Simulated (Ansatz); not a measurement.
System: CdI2-type HfS₂, space group P-3m1 (No. 164), 3 atoms in the cell, relaxed with r2SCAN+rVV10.

Space group P-3m1 (No. 164). a = 3.630 Å, b = 3.630 Å, c = 5.878 Å, α = 90.00°, β = 90.00°, γ = 120.00°
```json
{"atom": "Hf", "site": "1a", "symmetry": "-3m.", "x": "0.0000", "y": "0.0000", "z": "0.0000"}
{"atom": "S", "site": "2d", "symmetry": "3m.", "x": "0.3333", "y": "0.6667", "z": "0.2446"}
```

Level of theory: PBE, Ansatz PAW set, no spin polarisation, no spin-orbit coupling, 12×12×4 k mesh, 420 eV cutoff, Fermi-Dirac smearing of 0.02 eV; code Ansatz.

Predict the main features of the density of states.

There is a gap; over the k points computed it is 1.03 eV (indirect; the smallest direct gap on the k mesh is 1.89 eV). Within the window shown, the tallest peak of the filled states lies 2.6 eV under the valence-band top, at about 4.5 states per eV and cell.

Spin-orbit coupling is left out, which matters for Hf. LDA, GGA and most meta-GGA functionals understate gaps.

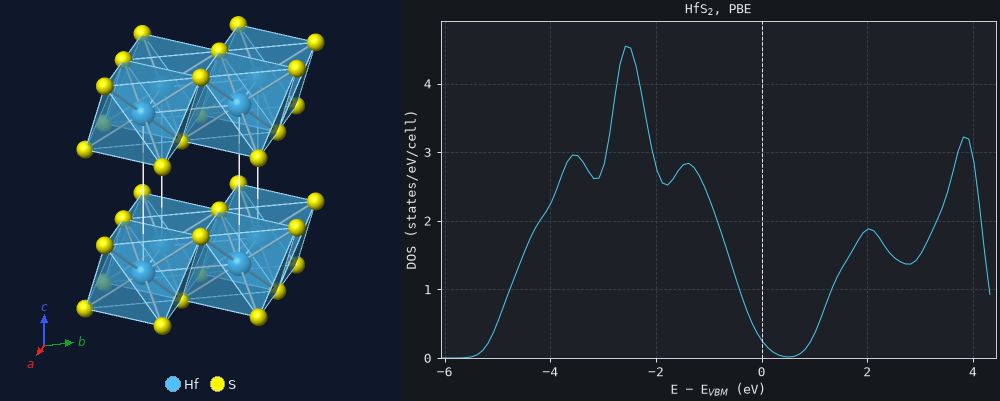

Density of states, beside the structure. Energies are counted from the top of the valence band. The DOS curve is built from the levels of the k mesh with Gaussians 0.55 eV wide, which also blur the band edges; ripples of that width can come from the mesh.
